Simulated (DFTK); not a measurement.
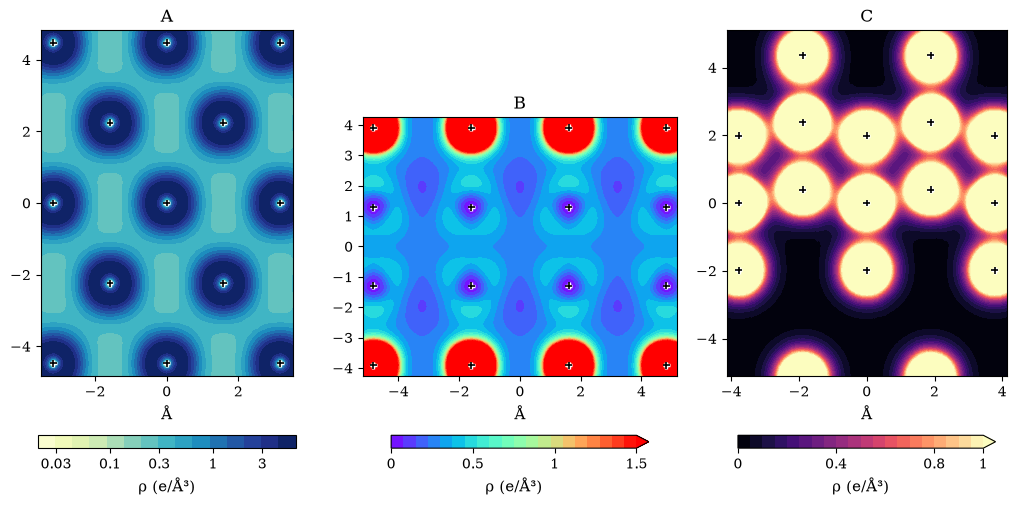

The valence pseudo-density of 3 systems, each on a plane through atoms (crosses mark nuclei in the plane).

Level of theory: Kohn-Sham DFT of a periodic cell, PBEsol, dojo.nc.sr.PBEsol.v0_4_1.standard.upf (DFTK).

System 1: TiO$_{2}$, the (010) plane of the conventional cell. Space group I4₁/amd.

```
Ti O
1.0
     3.78420    0.00000    0.00000
     0.00000    3.78420    0.00000
     0.00000    0.00000    9.51460
Ti O
4 8
Direct
  0.00000 0.50000 0.25000
  0.50000 0.00000 0.75000
  0.00000 0.00000 0.00000
  0.50000 0.50000 0.50000
  0.00000 0.00000 0.79190
  0.50000 0.50000 0.29190
  0.00000 0.50000 0.04190
  0.50000 0.00000 0.54190
  0.00000 0.50000 0.45810
  0.50000 0.00000 0.95810
  0.00000 0.00000 0.20810
  0.50000 0.50000 0.70810
```

System 2: Si$_{2}$W, the (010) plane of the conventional cell. Space group I4/mmm.

System 3: Mo, the (11̄0) plane of the conventional cell. Space group Im-3m; a structure from a database of computed crystals, not necessarily the ambient phase; computed pressure about −9 GPa in this cell.

Q: Match each panel to its system.

A: Panel A is system 3, Mo: the plane holds Mo. Mo–Mo (2.74 Å): ρ at the midpoint is about 0.37 e/Å³. Panel B is system 2, Si$_{2}$W: the plane holds W and Si. Si–W (2.62 Å): the density is about 0.42 e/Å³ at the midpoint. Panel C is system 1, TiO$_{2}$: the plane holds Ti and O. Ti–O (1.93 Å): ρ is about 0.76 e/Å³ halfway.
